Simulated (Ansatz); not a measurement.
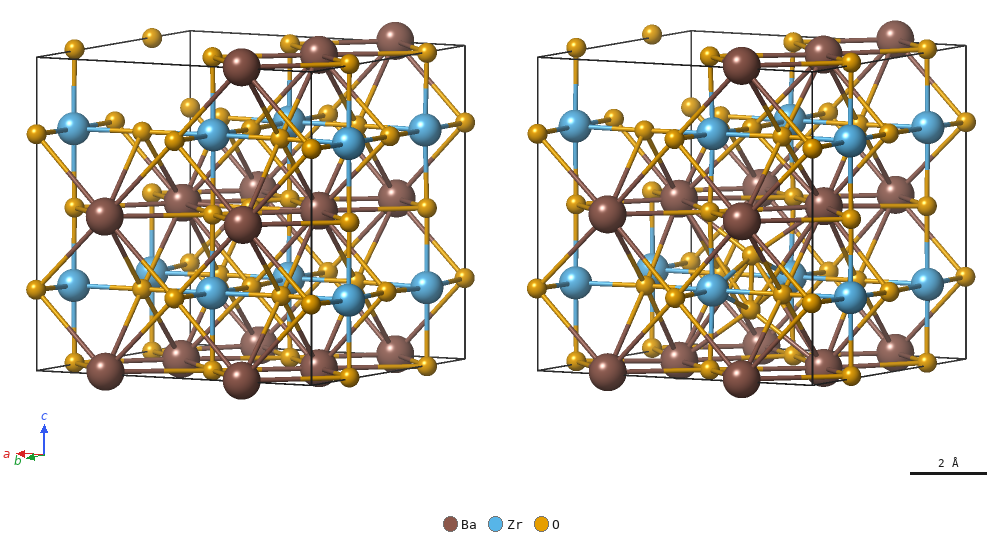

Two geometries of a defect cell of composition Ba₈Zr₈O₂₅, drawn at one scale. One is the start of a relaxation, the other its converged end. Style: ball-and-stick. Shown: the cell of the calculation (origin shifted), from a free direction.

Computed with Ansatz, DFT, PBEsol, PAW, plane waves. Set-up: plane-wave cutoff 420 eV; k-point mesh 1 × 1 × 1; mesh shifted by (0.25, 0.25, 0.25); no spin polarisation; atoms relaxed in a fixed cell; force threshold 0.03 eV/Å; at most 80 steps.

**Which geometry has the lower energy?**

The right one is the relaxed one. After 12 accepted moves (14 points after the start) the energy has fallen by 5.552 eV per cell of the calculation. The largest force component goes from 5.6 to 0.016 eV/Å. The line search rejected the trial steps at points 8, 12 of the run. An O atom moves most: 1.27 Å along −c. By element the largest moves are O 1.27 Å, Ba 0.17 Å, Zr 0.09 Å. The cell doesn't change. Near-neighbour distances that change, for instance: Ba–O 4.661 → 3.626 Å, Ba–O 4.643 → 3.652 Å, O–Zr 2.947 → 2.248 Å, Ba–O 2.974 → 3.632 Å. New bonds form: O–Zr (2.94 → 2.24 Å), O–Zr (2.95 → 2.25 Å). Among the angles between lasting bonds that change: Ba–O–Ba 177.8° → 114.6°, Zr–O–Zr 177.9° → 143.3°, O–Zr–O 91.2° → 113.6°.

Limits of the set-up: the periodic images lie only 8.4 Å apart, so the values are limited by the cell's size.
